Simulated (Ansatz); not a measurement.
A periodic structure is given below.

```
CELL_PARAMETERS angstrom
3.76810 0.00000 0.00000
0.00000 3.76810 0.00000
0.00000 0.00000 3.76810
ATOMIC_POSITIONS crystal
Ru 0.00000 0.00000 0.00000
Ru 0.00000 0.50000 0.50000
Ru 0.50000 0.00000 0.50000
Ru 0.50000 0.50000 0.00000
```

What does this file describe?

Answer. The element is ruthenium. The symmetry is that of Fm-3m (No. 225), on a face-centred cubic lattice. Structure type: face-centred cubic (Cu type). The cell holds four atoms. Ru is linked to twelve Ru in a cuboctahedral arrangement at 2.66 Å. The bonds build a three-dimensional framework.

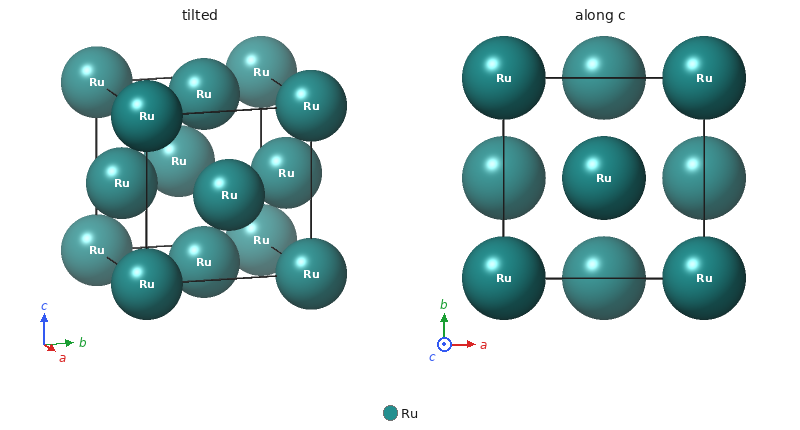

The figure gives a spheres-only picture of the atoms, viewed slightly off an axis and along the c axis. One conventional unit cell is framed, with atoms on its boundary repeated.

Origin of the cell: a structure listed in the Materials Project. This is the structure after a relaxation with DFT PBEsol, scalar-relativistic, plane waves, PAW in Ansatz.
